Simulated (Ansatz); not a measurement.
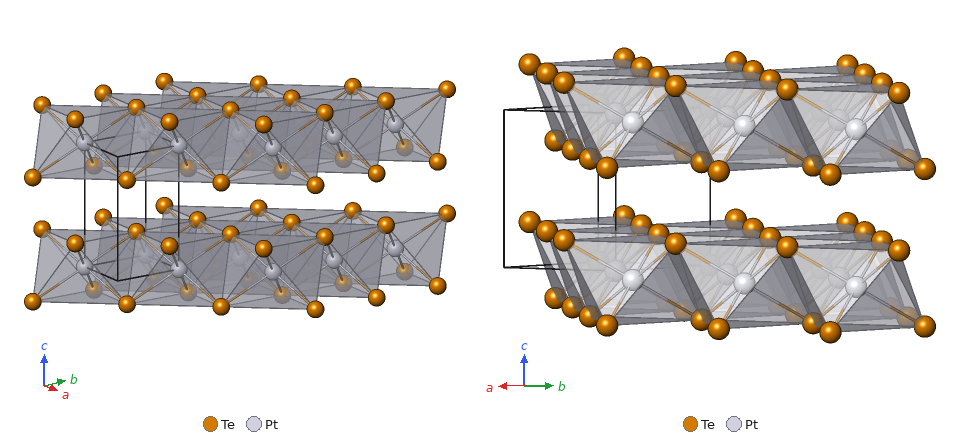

Polyhedra are drawn about Pt (bonds: Pt–Te below 3 Å); other atoms are plain spheres. Two views of the same piece.

Te2Pt (space group P-3m1, No. 164). Coordinates: the end point of a relaxation with Ansatz, DFT, r2SCAN+rVV10, plane waves, PAW.

Sharing among the drawn polyhedra:

| site | polyhedron | corner-sharing neighbours | edge-sharing | face-sharing | bond (Å) |
| --- | --- | --- | --- | --- | --- |
| Pt | PtTe6 octahedron | 0 | 6 | 0 | 2.70 |

They form layers of edge-sharing octahedra parallel to (001).
